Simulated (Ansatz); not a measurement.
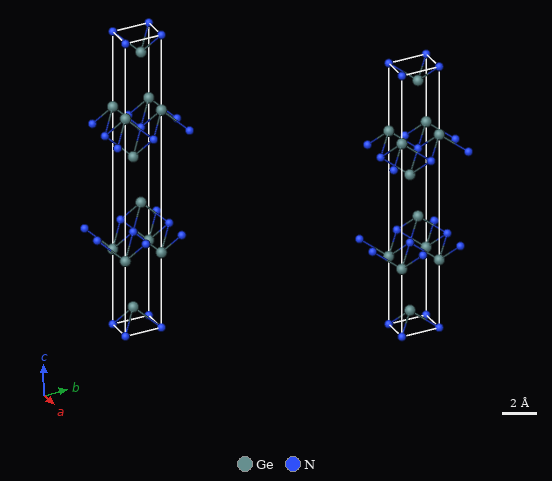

Two geometries of a crystal of Ge2N (a generated structure, set up in R-3m) (coarse preliminary run), drawn at one scale. One is the start of a relaxation, the other its converged end. Style: ball-and-stick. Shown: the conventional cell (3 times the calculation's cell), slightly off an axis. Lengths and directions refer to the drawn axes.

These are results of DFT PBE, scalar-relativistic, plane waves, PAW (Ansatz 0.2.0), not measurements. Set-up: plane-wave cutoff 420 eV; k-point mesh 6 × 6 × 6; occupations gaussian; smearing width 0.1 eV; no spin polarisation; cell and atoms relaxed; force threshold 0.04 eV/Å; at most 70 steps.

Question: Which of the two is the end point?

Answer: The left one is the relaxed one. The largest moves relative to the cell, 0.058 Å, are those of Ge atoms. N stays in place. The volume changes by +4.1 %, with a = b 3.117 → 3.004 Å (−3.6 %), c 16.046 → 17.992 Å (+12.1 %). Near-neighbour distances that change, for instance: Ge–N 2.151 → 2.216 Å. Bond angles that change, for instance: Ge–N–Ge 87.2° → 94.7°, N–Ge–N 92.8° → 85.3°, Ge–N–Ge 92.8° → 85.3°. The space group stays R-3m (No. 166). The energy falls by 0.585 eV per cell of the calculation in 6 accepted moves (8 points after the start). Largest force component: 2.8 eV/Å at the start, 0.0025 eV/Å at the end. Pressure: 11.82 GPa at the start and 0.13 GPa at the end. At 2 points the geometry stayed and the basis and grid were re-selected for the new cell (energy shift of 11.1 meV per cell of the calculation at most each time).
